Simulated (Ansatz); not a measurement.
**Ti3Al5: density, localisation and related maps**

```xyz
16
Lattice="3.7377 -3.7377 0.0000 4.0289 4.0289 0.0000 0.0000 0.0000 8.2969" Properties=species:S:1:pos:R:3 pbc="T T T"
Ti    0.0000    0.0000    4.1484
Ti    3.8833    0.1456    4.1484
Ti    1.8688   -1.8688    0.0000
Ti    2.0145    2.0145    0.0000
Ti    1.8688   -1.8688    4.1484
Ti    2.0145    2.0145    4.1484
Al    3.8105   -1.7960    2.0937
Al    3.9561    2.0873    2.0937
Al    3.8105   -1.7960    6.2032
Al    3.9561    2.0873    6.2032
Al    1.9416    0.0728    2.0937
Al    5.8249    0.2184    2.0937
Al    1.9416    0.0728    6.2032
Al    5.8249    0.2184    6.2032
Al    0.0000    0.0000    0.0000
Al    3.8833    0.1456    0.0000
```

Space group Cmmm; a structure from a database of computed crystals, not necessarily the ambient phase; changed on purpose from its base cell (strain +0.0750 x Voigt [0, 0, 0, 0, 0, 1], atoms carried along); computed without spin polarisation.

Theory: DFT PBEsol, scalar-relativistic, plane waves, PAW in Ansatz 0.2.0.

Core electrons are frozen (PAW), and the valence fields are smoothed inside the atomic spheres.

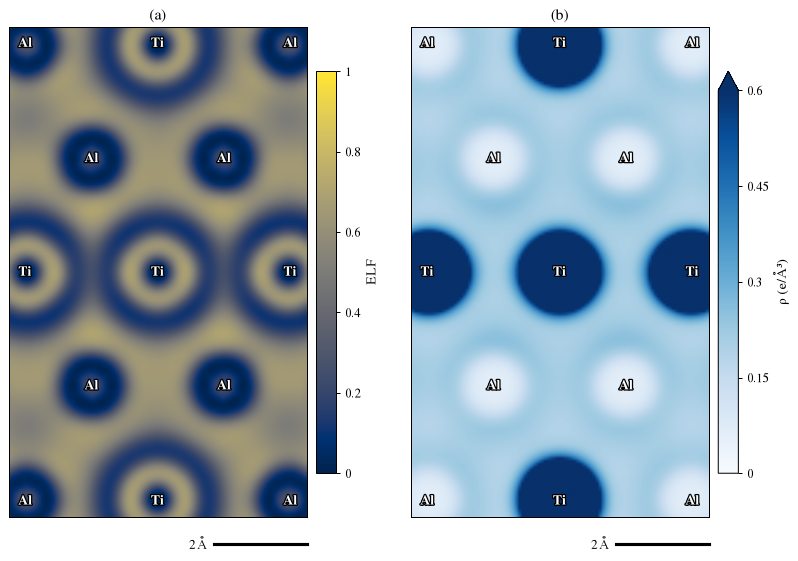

Figure 1. (a) ELF; (b) valence electron density on the (101) plane of the conventional cell.

Describe what can be read from this map.

Answer.
- Atoms in the plane: Ti and Al.
- Ti–Al (2.83 Å): ρ at the midpoint is about 0.22 e/Å³; the ELF is about 0.40 at the midpoint.
- Al–Al (2.85 Å): the density is about 0.21 e/Å³ at the midpoint; the ELF peaks at about 0.65 between the atoms.
- Ti–Ti (2.85 Å): the density is about 0.21 e/Å³ at the midpoint; the ELF is about 0.25 at the midpoint; no localised pair shows between them.
- Between the atoms the lowest density in this plane is 0.18 e/Å³.
- The features right at Ti lie inside the PAW spheres, where the map follows smoothed inner orbitals and isn't to be read closely.

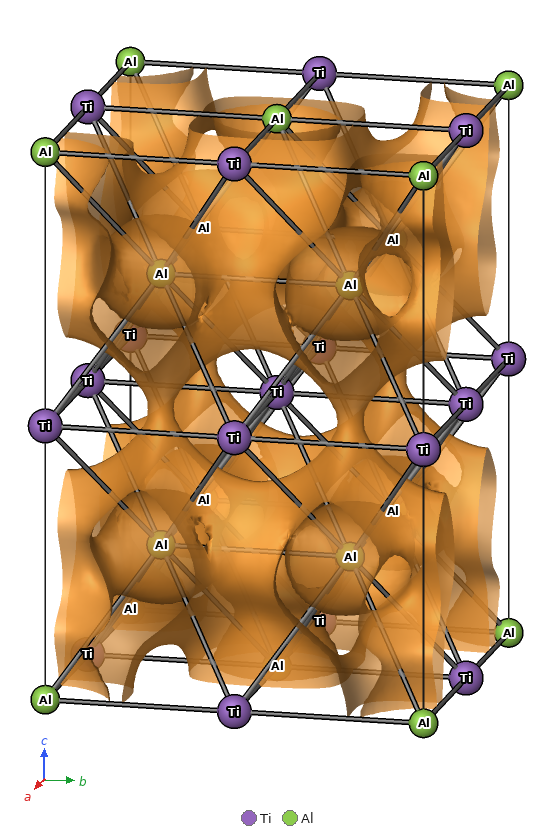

Figure 2. Isosurface of the ELF at 0.55 (orange), seen slightly off an axis. Core shells and regions of very low density are left out. Sticks mark near contacts.

What do the ELF domains correspond to?

Answer. The ELF exceeds this value in one network that runs through the whole crystal, counted in one cell of 16 atoms. Regions shared between cells count once. Along the contacts the grid gives the following. Ti–Al (2.64 Å): the ELF is about 0.40 at the midpoint. Ti–Ti (2.64 Å): the ELF is about 0.30 at the midpoint: no localised pair shows between them.

Does the calculation give a band gap?

Answer. It is metallic or semimetallic at this level of theory: no gap opens.
